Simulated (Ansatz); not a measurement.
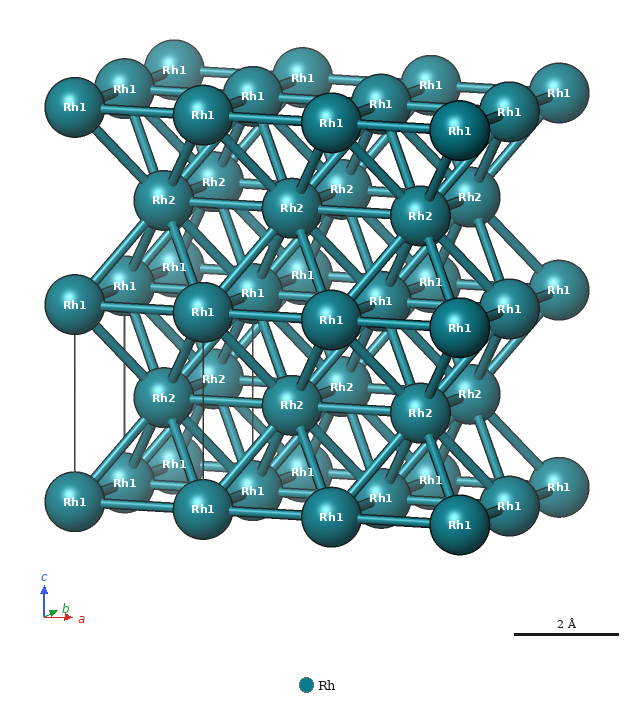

**Figure 1.** The starting structure (ball-and-stick view of the reduced cell, repeated 3 × 2 × 2, seen slightly off an axis; atoms are numbered from 1 in the order of the input).

Rh: geometry relaxation

Rh (2 atoms in the cell), computed with DFT, r2SCAN, plane waves, PAW, no spin polarisation (Ansatz 0.2.0).

The structure derives from a Materials Project entry. Figures and captions count atoms from 1; the log counts them from 0 in places.

What the program printed:
```
Engine: ansatz 0.2.0, x86_64-unknown-linux-gnu
Pseudopotentials: kind: paw
Pseudopotential: Rh, paw, valence charge 17, recommended cutoff 500 eV (meta_gga), Rh.paw.azcp
Functional definition: r2SCAN
  parameter k0 = 0.174
  parameter k1 = 0.065
  parameter a1 = 4.9479
  exchange = r2scan_x(k0 = k0, k1 = k1, a1 = a1)
  correlation = r2scan_c
Crystal: 2 atoms, lattice volume = 27.719 Å³
Basis set: ecut = 500 eV, 691 PW (Γ), exchange–correlation on 120×120×80 points (64 copies of the dense FFT grid, shifted against one another)
Bands: 21, of which v1, the nominal top of the filled ones, is band 17 counted from 1 (16 counted from 0)
Symmetry: 16 space group operations
Space group: I4/mmm (ITA 139), of the structure as read, at distance tolerance 3.0e-5 Å
k-points: 432 of 2662
Non-local potential: Rh, projectors of the file, l = 0: 3, l = 1: 2, l = 2: 2, l = 3: 1
PAW form: soft (Blöchl's): semilocal exchange-correlation on the pseudo side does not see the compensation charge
PAW frozen core: Rh, regenerated for the run's functional (the file was generated under x = pbe(κ = 0.804, μ = 0.2195149727645171), c = pbe(β = 0.06672455060314922))
PAW one-centre angular grid: Rh, 590 points (default); XC on 160 Gauss nodes
Initial density: superposition of atomic densities (neutral atoms: chi_scale 0, normalization atom), corrected by the library's trained network
Initial wavefunctions: pseudopotential atomic-orbital guess
Functional: x = r2scan, c = r2scan; τ floored in thin density (d = 2e-4 eV/Å³)
SCF iter   1: F=—  HF=-12830.515033 eV  |F-HF|=—  |Δ(HF+E_count)|=         —  Δρ=1.05e-2  dr2=8.10e-3  dr2_τ=1.91e-2  ethr=1.77e-3  ⟨swp⟩=5.0  Hψ=37002  notcnv=0
preconditioner: auto → none  [metal: Δε(μ)=0.002 eV  Ē_g=7.833 eV  σ=0.100 eV  W_gap=0.01  n_scr=6 (ndim 8)  ℏωp=29.9 eV  f_vac=0.000  D(μ)=2.87/eV (n_scr^D=36)  sad-step TF]
SCF iter   2: F=—  HF=-12830.537443 eV  |F-HF|=—  |Δ(HF+E_count)|=   2.24e-2  Δρ=6.64e-3  dr2=4.16e-3  dr2_τ=4.88e-4  ethr=2.38e-5  ⟨swp⟩=2.0  Hψ=16783  notcnv=0  defer=20
SCF iter   3: F=—  HF=-12830.538629 eV  |F-HF|=—  |Δ(HF+E_count)|=   1.19e-3  Δρ=2.21e-3  dr2=1.21e-3  dr2_τ=1.49e-4  ethr=1.22e-5  ⟨swp⟩=2.1  Hψ=13196  notcnv=0  defer=20
SCF iter   4: F=—  HF=-12830.538312 eV  |F-HF|=—  |Δ(HF+E_count)|=   3.17e-4  Δρ=4.31e-4  dr2=1.22e-5  dr2_τ=1.73e-5  ethr=3.55e-6  ⟨swp⟩=2.8  Hψ=16310  notcnv=0  defer=20
SCF iter   5: F=—  HF=-12830.538318 eV  |F-HF|=—  |Δ(HF+E_count)|=   6.49e-6  Δρ=1.29e-4  dr2=9.58e-7  dr2_τ=5.69e-7  ethr=3.59e-8  ⟨swp⟩=2.8  Hψ=17978  notcnv=0  defer=20
SCF iter   6: F=-12830.538320 eV  HF=-12830.538320 eV  |F-HF|=6.74e-9  |Δ(HF+E_count)|=   1.64e-6  Δρ=8.42e-6  dr2=1.05e-8  dr2_τ=5.50e-9  ethr=2.94e-10  ⟨swp⟩=6.6  Hψ=41780  notcnv=0
SCF 1 converged in 6 iterations: F = -12830.538320 eV  dr2 = 1.05e-8
  greatest PAW one-centre occupation: 1.000 electrons in one spin orbital (limit 2), on the Rh atom at site 1 (counted from 0), in its partial waves of l = 0
relax step   1: F+E_penalty+E_count = -12830.53832011 eV  Δ(F+E_penalty+E_count) = +0.000e0 eV  max|allowed force component| = 2.840e-29 eV/Å  Δτ_max = 0.0000 Å  P = -2.683 GPa  Ω = 27.719 Å³  fix = [a, b, gamma]  reactions: a -4.850, b -4.850 GPa  (6 SCF iters, dr2 threshold 1.00e-7 eV, accepted)
Crystal: 2 atoms, lattice volume = 27.896 Å³
Initial density: handed on by an earlier stage of this run
Initial wavefunctions: those handed on with the density
iter 1 solved again at ethr=1.12e-6 eV; its pass at ethr=3.10e-3 eV (dr2=3.81e-4 eV) is discarded
SCF iter   1: F=—  HF=-12830.534504 eV  |F-HF|=—  |Δ(HF+E_count)|=         —  Δρ=1.29e-3  dr2=3.79e-4  dr2_τ=4.33e-3  ethr=1.12e-6  ⟨swp⟩=2.0  Hψ=50167  notcnv=0
preconditioner: auto → none  [metal: Δε(μ)=0.007 eV  Ē_g=7.766 eV  σ=0.100 eV  W_gap=0.04  n_scr=6 (ndim 8)  ℏωp=29.8 eV  f_vac=0.000  D(μ)=2.89/eV (n_scr^D=36)]
SCF iter   2: F=—  HF=-12830.538650 eV  |F-HF|=—  |Δ(HF+E_count)|=   4.15e-3  Δρ=1.03e-3  dr2=2.33e-4  dr2_τ=3.18e-5  ethr=1.12e-6  ⟨swp⟩=2.0  Hψ=16471  notcnv=0
SCF iter   3: F=—  HF=-12830.538586 eV  |F-HF|=—  |Δ(HF+E_count)|=   6.36e-5  Δρ=3.99e-4  dr2=2.34e-5  dr2_τ=2.64e-6  ethr=6.86e-7  ⟨swp⟩=2.2  Hψ=13098  notcnv=0
SCF iter   4: F=—  HF=-12830.538588 eV  |F-HF|=—  |Δ(HF+E_count)|=   1.51e-6  Δρ=1.45e-4  dr2=4.33e-6  dr2_τ=3.09e-7  ethr=6.88e-8  ⟨swp⟩=2.0  Hψ=15165  notcnv=0
SCF iter   5: F=—  HF=-12830.538587 eV  |F-HF|=—  |Δ(HF+E_count)|=   6.58e-7  Δρ=6.63e-5  dr2=1.13e-6  dr2_τ=3.61e-8  ethr=1.27e-8  ⟨swp⟩=1.4  Hψ=10617  notcnv=0
SCF iter   6: F=—  HF=-12830.538587 eV  |F-HF|=—  |Δ(HF+E_count)|=   1.76e-7  Δρ=3.49e-5  dr2=3.16e-7  dr2_τ=1.06e-8  ethr=3.33e-9  ⟨swp⟩=1.8  Hψ=11999  notcnv=0
SCF iter   7: F=-12830.538587 eV  HF=-12830.538587 eV  |F-HF|=2.52e-8  |Δ(HF+E_count)|=   5.56e-8  Δρ=1.33e-5  dr2=4.52e-8  dr2_τ=1.58e-9  ethr=5.88e-10  ⟨swp⟩=4.0  Hψ=29220  notcnv=0
SCF 2 converged in 7 iterations: F = -12830.538587 eV  dr2 = 4.52e-8
relax step   2: F+E_penalty+E_count = -12830.53858662 eV  Δ(F+E_penalty+E_count) = -2.665e-4 eV  max|allowed force component| = 3.057e-29 eV/Å  Δτ_max = 0.0000 Å  P = -4.397 GPa  Ω = 27.896 Å³  energy of the carried Pulay correction = -3.910e-5 eV  fix = [a, b, gamma]  reactions: a -6.057, b -6.057 GPa  (7 SCF iters, dr2 threshold 2.00e-7 eV, accepted)
Crystal: 2 atoms, lattice volume = 27.826 Å³
iter 1 solved again at ethr=1.72e-7 eV; its pass at ethr=3.10e-3 eV (dr2=5.85e-5 eV) is discarded
SCF iter   1: F=—  HF=-12830.538205 eV  |F-HF|=—  |Δ(HF+E_count)|=         —  Δρ=4.85e-4  dr2=5.24e-5  dr2_τ=6.71e-4  ethr=1.72e-7  ⟨swp⟩=3.1  Hψ=47410  notcnv=0
preconditioner: auto → none  [metal: Δε(μ)=0.002 eV  Ē_g=7.799 eV  σ=0.100 eV  W_gap=0.01  n_scr=6 (ndim 8)  ℏωp=29.9 eV  f_vac=0.000  D(μ)=2.86/eV (n_scr^D=36)]
SCF iter   2: F=—  HF=-12830.538847 eV  |F-HF|=—  |Δ(HF+E_count)|=   6.42e-4  Δρ=3.85e-4  dr2=3.21e-5  dr2_τ=4.35e-6  ethr=1.54e-7  ⟨swp⟩=2.0  Hψ=16472  notcnv=0
SCF iter   3: F=—  HF=-12830.538839 eV  |F-HF|=—  |Δ(HF+E_count)|=   8.39e-6  Δρ=1.52e-4  dr2=3.26e-6  dr2_τ=3.79e-7  ethr=9.44e-8  ⟨swp⟩=2.2  Hψ=13157  notcnv=0
SCF iter   4: F=—  HF=-12830.538839 eV  |F-HF|=—  |Δ(HF+E_count)|=   3.42e-7  Δρ=5.63e-5  dr2=6.91e-7  dr2_τ=4.75e-8  ethr=9.60e-9  ⟨swp⟩=2.0  Hψ=15148  notcnv=0
SCF iter   5: F=-12830.538839 eV  HF=-12830.538839 eV  |F-HF|=1.02e-7  |Δ(HF+E_count)|=   1.14e-7  Δρ=2.56e-5  dr2=1.67e-7  dr2_τ=5.41e-9  ethr=5.88e-10  ⟨swp⟩=4.6  Hψ=35622  notcnv=0
SCF 3 converged in 5 iterations: F = -12830.538839 eV  dr2 = 1.67e-7
relax step   3: F+E_penalty+E_count = -12830.53883920 eV  Δ(F+E_penalty+E_count) = -2.526e-4 eV  max|allowed force component| = 7.889e-30 eV/Å  Δτ_max = 0.0000 Å  P = -3.731 GPa  Ω = 27.826 Å³  energy of the carried Pulay correction = -2.370e-5 eV  fix = [a, b, gamma]  reactions: a -5.589, b -5.589 GPa  (5 SCF iters, dr2 threshold 2.00e-7 eV, accepted)
Initial wavefunctions: pseudopotential atomic-orbital guess (no wavefunctions were taken with the density)
iter 1 solved again at ethr=2.10e-8 eV; its pass at ethr=3.10e-3 eV (dr2=7.14e-6 eV) is discarded
SCF iter   1: F=—  HF=-12830.538866 eV  |F-HF|=—  |Δ(HF+E_count)|=         —  Δρ=2.77e-5  dr2=1.79e-7  dr2_τ=4.33e-8  ethr=2.10e-8  ⟨swp⟩=3.7  Hψ=65209  notcnv=0
preconditioner: auto → none  [metal: Δε(μ)=0.002 eV  Ē_g=7.792 eV  σ=0.100 eV  W_gap=0.01  n_scr=6 (ndim 8)  ℏωp=29.9 eV  f_vac=0.000  D(μ)=2.87/eV (n_scr^D=36)]
SCF iter   2: F=—  HF=-12830.538865 eV  |F-HF|=—  |Δ(HF+E_count)|=   2.95e-7  Δρ=1.01e-5  dr2=1.38e-8  dr2_τ=7.64e-9  ethr=5.27e-10  ⟨swp⟩=2.0  Hψ=14876  notcnv=0
SCF iter   3: F=—  HF=-12830.538865 eV  |F-HF|=—  |Δ(HF+E_count)|=  2.13e-10  Δρ=4.54e-6  dr2=1.59e-9  dr2_τ=7.30e-10  ethr=4.05e-11  ⟨swp⟩=2.2  Hψ=13726  notcnv=0
SCF iter   4: F=-12830.538865 eV  HF=-12830.538865 eV  |F-HF|=1.64e-11  |Δ(HF+E_count)|=   1.71e-9  Δρ=6.86e-7  dr2=5.91e-11  dr2_τ=1.21e-11  ethr=1.00e-12  ⟨swp⟩=2.9  Hψ=39546  notcnv=0
SCF 4 converged in 4 iterations: F = -12830.538865 eV  dr2 = 5.91e-11
relax step   4: F+E_penalty+E_count = -12830.53886522 eV  Δ(F+E_penalty+E_count) = -2.602e-5 eV  max|allowed force component| = 1.578e-29 eV/Å  Δτ_max = 0.0000 Å  P = -3.729 GPa  Ω = 27.826 Å³  fix = [a, b, gamma]  reactions: a -5.588, b -5.588 GPa  stress off target by 1.11e-2 GPa on what of the cell is left free  SCF on the basis re-selected at this cell (its energy is not comparable with the rows above)  (4 SCF iters)
```

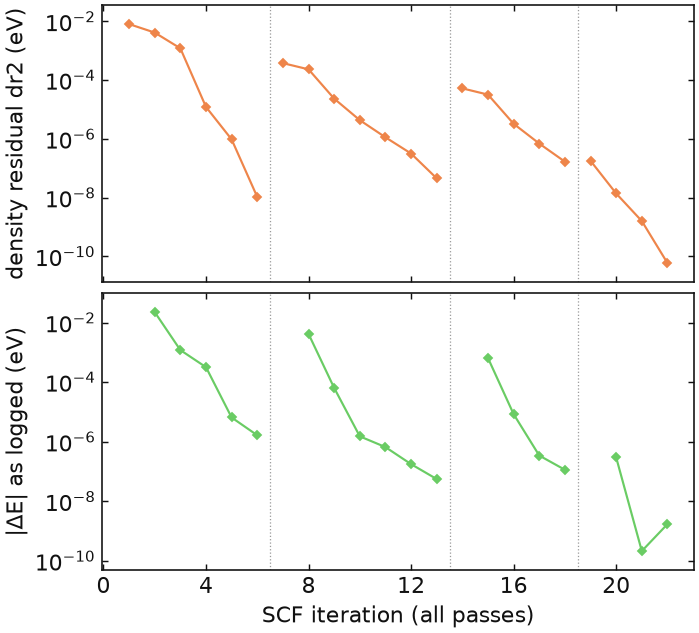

**Figure 2.** Convergence of the self-consistent field: density residual dr2 and size of the energy change against the SCF iteration. The dotted lines part the SCF passes of the relaxation: geometry steps, rejected trials and re-solves on a re-selected basis. The passes take 6, 7, 5 and 4 iterations.

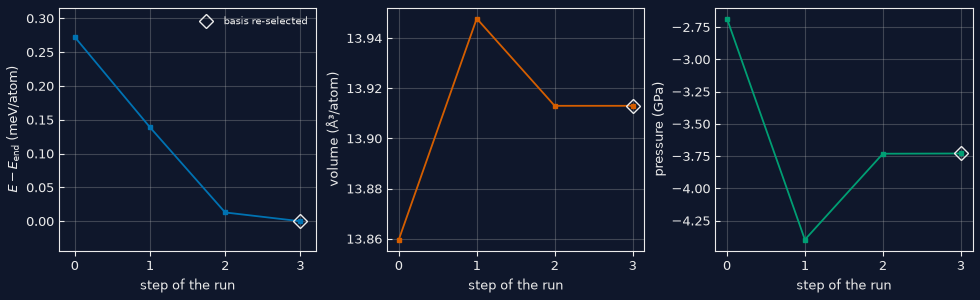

**Figure 3.** Progress of the relaxation, step by step (the first geometry is step 0 here and step 1 in the log). The atoms keep their places relative to the cell (all moves are under 0.005 Å). Cell: a = b 2.684 → 2.689 Å (+0.2 %), c stays at 3.849 Å, γ 91.6° → 91.4°. Volume +0.4 %. Among the contacts that change: Rh1–Rh1 2.684 → 2.689 Å. The space group stays I4/mmm (No. 139). Over 2 geometry steps the energy falls by 0.3 meV per atom. All forces vanish by symmetry, so only the cell relaxes. Pressure: −2.68 GPa at the start and −3.73 GPa at the end. A last SCF at the same geometry on a re-selected plane-wave basis shifts the energy by next to nothing (0.0 meV per atom). (Atoms are counted from 1 in the order of the input.)

```
basis re-selected at this cell: Δ(F+E_penalty+E_count) = -2.602e-5 eV, ΔP = +0.002 GPa vs the last step (what re-selecting the basis moved, of the pressure what is left beyond the Pulay correction that the steps carried, after the strain that the cell walked since its last selection, with what the two solves' SCF thresholds leave and, on support functions, any second-order correction that the steps lacked; it is no measure of the basis error at this ecutwfc). This SCF's stress stands 1.11e-2 GPa from its target on what of the cell is left free (relax.cell.stress_tol is 1.00e-1 GPa) and its largest allowed force component is 1.58e-29 eV/Å (relax.f_tol is 1.00e-2 eV/Å): within both
SCF converged after 4 iterations
Free energy (F): -12830.538865 eV
Harris-Foulkes:  -12830.538865 eV  (|F-HF|=1.64e-11)
Internal energy: -12830.524537 eV  (E = F + TS)
E sigma→0 (E₀):  -12830.531701 eV
Entropy (-TS):   -0.014328 eV (-7.164 meV/atom)
Fermi energy:    21.868655 eV
--- Per-component energies (eV) ---
  E_band       = -214.842267
  E_kinetic    = 1145.505905
  E_local      = -3157.477181  (includes V_loc(G=0)·N_el)
  E_nonlocal   = 710.742004
  E_hartree    = 1110.545236
  E_xc         = -433.292290
  E_vxc        = -627.763155  (∫ρ·V_xc dr)
  E_paw        = -7208.395790  (= ΣΔE_a)
  E_vpaw       = -549.416573  (= ΣTr[D̂ρ^β])
  E_aug_tail   = 0.001317  (compensation charges beyond the density's cutoff)
  E_vtau       = 42.475355  (kinetic-family band-sum trace: ∫τ·v_τ [+ j·A + Jᵃ·Aᵃ] dr)
  E_ewald      = -4997.413820
  E_core_change = -0.739919  (= ΣΔE_core)
  E_smearing   = -0.014328  (= −TS)
  E_closure    = -0.000000  (closes the sum)
  Σ components = -12830.538865   (vs F -12830.538865, Δ=0.00e0)
--- Forces (eV/Å), atoms counted from 1 ---
  atom   1  Rh     0.00000000    -0.00000000     0.00000000
  atom   2  Rh    -0.00000000    -0.00000000     0.00000000
  max |Σ_I F_I| component: 2.84e-29 eV/Å
--- Stress (GPa, compression-positive) ---
       -5.587850       0.000000       0.000000
        0.000000      -5.587849       0.000000
        0.000000       0.000000      -0.011130
  P = ⅓ Tr σ = -3.7289 GPa (-37.289 kbar)
--- Band table (eV; the first three rows and the last of 432) ---
  k-point 0: bands = ["-59.2356", "-59.0841", "-26.5926", "-26.1637", "-26.1359", "-25.8933", "-25.8933", "-25.8810", "13.8082", "15.4520", "15.8277", "18.6733", "18.6733", "18.9369", "20.6496", "20.9629", "22.3633", "22.7690", "22.9949", "25.1663", "34.3623"]
  k-point 1: bands = ["-59.2323", "-59.0840", "-26.5836", "-26.1645", "-26.1454", "-25.8994", "-25.8994", "-25.8965", "13.9271", "15.5361", "15.9019", "18.7316", "18.7316", "18.8547", "20.6805", "20.8844", "22.2573", "22.3909", "22.7693", "25.8375", "34.2968"]
  k-point 2: bands = ["-59.2227", "-59.0840", "-26.5572", "-26.1730", "-26.1666", "-25.9412", "-25.9170", "-25.9170", "14.2740", "15.7768", "16.1236", "18.6215", "18.9055", "18.9055", "20.6636", "20.7715", "21.3406", "21.9550", "22.7703", "27.0861", "34.1081"]
  k-point 431: bands = ["-59.1313", "-59.1182", "-26.4104", "-26.3807", "-26.2021", "-26.1530", "-26.0147", "-25.9898", "17.2711", "17.4798", "17.9038", "17.9373", "18.2049", "18.5443", "19.8031", "20.0025", "20.4183", "20.7956", "24.0515", "24.9422", "36.0593"]
--- Relaxed structure (3 steps of the walk, 3 accepted, 1 SCFs on fresh bases) ---
  F+E_penalty+E_count = -12830.53886522 eV   max|allowed force component| = 1.578e-29 eV/Å   (the final SCF, on the basis selected at the relaxed cell)
  cell:  # Å, volume = 27.8260 Å³
    - [3.8492788677, 1.142180917747063e-26, -5.1439253654148304e-11]
    - [1.1449284232481799e-26, 3.8492788677, 2.056000762475462e-18]
    - [-1.9246394338249038, 9.992365941337137e-19, 1.877987661851374]
  atoms:
    - { symbol: Rh, position: [0.0, 0.0, 0.0] }
    - { symbol: Rh, position: [0.5, 0.49999999999999994, 0.0] }
```

Trajectory as extended XYZ (Å, eV, eV/Å), 4 frames, from step=1 to step=4:
```
2
Lattice="3.8493 0.0000 0.0000 0.0000 3.8493 0.0000 -1.9246 0.0000 1.8708" Properties=species:S:1:pos:R:3:forces:R:3 step=1 energy=-12830.53832 pressure_GPa=-2.68
Rh    0.0000    0.0000    0.0000    0.0000   0.0000   0.0000
Rh    1.9246    1.9246    0.0000    0.0000   0.0000   0.0000
2
Lattice="3.8493 0.0000 0.0000 0.0000 3.8493 0.0000 -1.9246 0.0000 1.8827" Properties=species:S:1:pos:R:3:forces:R:3 step=2 energy=-12830.53859 pressure_GPa=-4.40
Rh    0.0000    0.0000    0.0000    0.0000   0.0000   0.0000
Rh    1.9246    1.9246    0.0000    0.0000   0.0000   0.0000
2
Lattice="3.8493 0.0000 0.0000 0.0000 3.8493 0.0000 -1.9246 0.0000 1.8780" Properties=species:S:1:pos:R:3:forces:R:3 step=3 energy=-12830.53884 pressure_GPa=-3.73
Rh    0.0000    0.0000    0.0000    0.0000   0.0000   0.0000
Rh    1.9246    1.9246    0.0000    0.0000   0.0000   0.0000
2
Lattice="3.8493 0.0000 0.0000 0.0000 3.8493 0.0000 -1.9246 0.0000 1.8780" Properties=species:S:1:pos:R:3:forces:R:3 step=4 energy=-12830.53887 pressure_GPa=-3.73
Rh    0.0000    0.0000    0.0000    0.0000   0.0000   0.0000
Rh    1.9246    1.9246    0.0000    0.0000   0.0000   0.0000
```

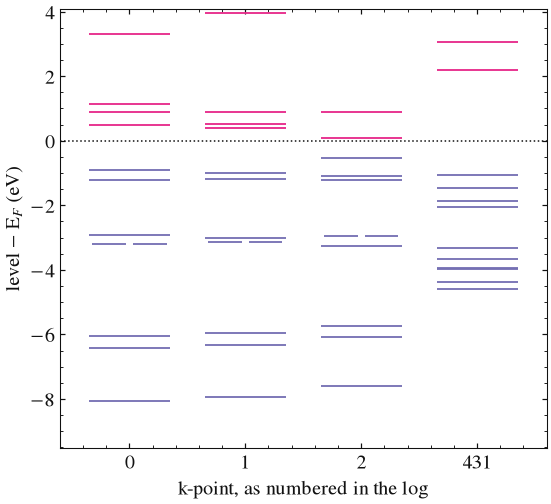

**Figure 4.** Kohn–Sham levels near the Fermi level (dotted) at the few k-points that the log prints; levels within 0.02 eV of each other stand side by side. The system is metallic on the full mesh.

This output came from the following input.

Input:
```yaml
crystal:
  lattice:
    - [3.8492788677, 0.0, 0.0]
    - [0.0, 3.8492788677, 0.0]
    - [-1.9246394338, 0.0, 1.8707874033]
  atoms:
    - { symbol: Rh, position: [0.0, 0.0, 0.0] }
    - { symbol: Rh, position: [0.5, 0.5, 0.0] }
basis:
  ecutwfc: 500
kpoints:
  mp_grid: { grid: [11, 11, 22] }
hamiltonian:
  xc: r2scan
scf:
  occupations: { method: gaussian, width: 0.1 }
output:
  forces: true
  eigenvalues: true
  stress: true
relax:
  adjacent_minimum: "off"
  f_tol: 0.01
  max_steps: 50
  cell: { fix: [a, b, gamma], stress_tol: 0.1 }
```

Launched with:
```bash
ansatz run input.yaml --threads 8 --pin off --max-ram 20480MiB --backend cpu --events-out ev --progress --plain --runs-dir out
```

Key numbers:

| quantity | value |
| --- | --- |
| outcome | converged |
| space group (tolerance 0.01 Å) | I4/mmm (139) |
| electrons treated | 34 |
| free energy | −12830.5389 eV |
| Fermi energy | 21.869 eV |
| gap on the k-point mesh | none (metallic) |
| pressure | −3.73 GPa |
| final volume | 27.83 Å³ |
| largest force (length of the vector) at the end | under 0.001 eV/Å |
| final cell | a = 3.849 Å, b = 3.849 Å, c = 2.689 Å, α = 90.00°, β = 135.70°, γ = 90.00° |
| hardware | 8 threads of Intel Xeon @ 2.70GHz, 189 GiB of memory available, shared host |
| wall time | 16 s (CPU time 1.8 min) |
| peak memory | 0.72 GiB |

Notes:

Settings chosen away from the usual ones: kpoints.mp_grid.grid set to [11, 11, 22] (from [9, 9, 18]).
